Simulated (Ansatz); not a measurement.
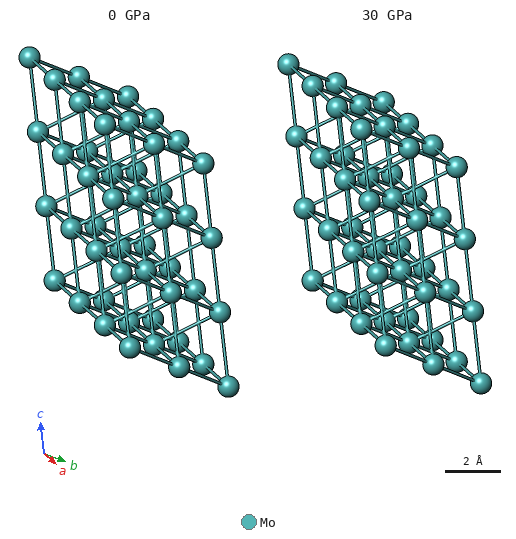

Crystalline Mo (set up in Im-3m), relaxed (cell and atoms) at several target pressures. The picture shows the first and the last member. A ball-and-stick model of the cell of the calculation, repeated 3 × 2 × 3 with one cell outlined, seen slightly off an axis.

Computed with Ansatz 0.2.0: PBE, Ansatz PAW. Settings: plane-wave cutoff 420 eV; k-point mesh 12 × 12 × 12; occupations fermi-dirac; smearing width 0.05 eV; no spin polarisation; cell and atoms relaxed; force threshold 0.01 eV/Å.

```tsv
pressure (GPa)	volume (Å³/atom)	a (Å)
0	15.781	2.737
2	15.659	2.730
5	?	?
10	15.230	2.705
20	14.767	2.677
30	14.366	2.652
```

Estimate the missing row from the others, and compare with the calculation.

Murnaghan's form V = V₀(1 + B′P/B₀)^(−1/B′), with V₀ = 15.781 Å³ from the row at zero pressure, fits the other rows with B₀ = 261 GPa and B′ = 4.18 (largest miss 0.003 Å³). At 5 GPa it gives 15.781 × (1 + 4.18 × 5/261)^(−1/4.18) = 15.493 Å³ per atom. The calculation gives 15.489 Å³/atom (a = 2.720 Å). The estimate is 0.004 Å³/atom too high. From the first member to the last: Mo–Mo 3.160 → 3.063 Å, Mo–Mo 2.737 → 2.652 Å.

The whole series:

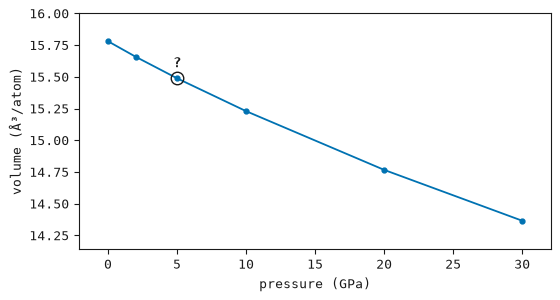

Each member starts from this one structure; whether another phase lies lower wasn't checked.
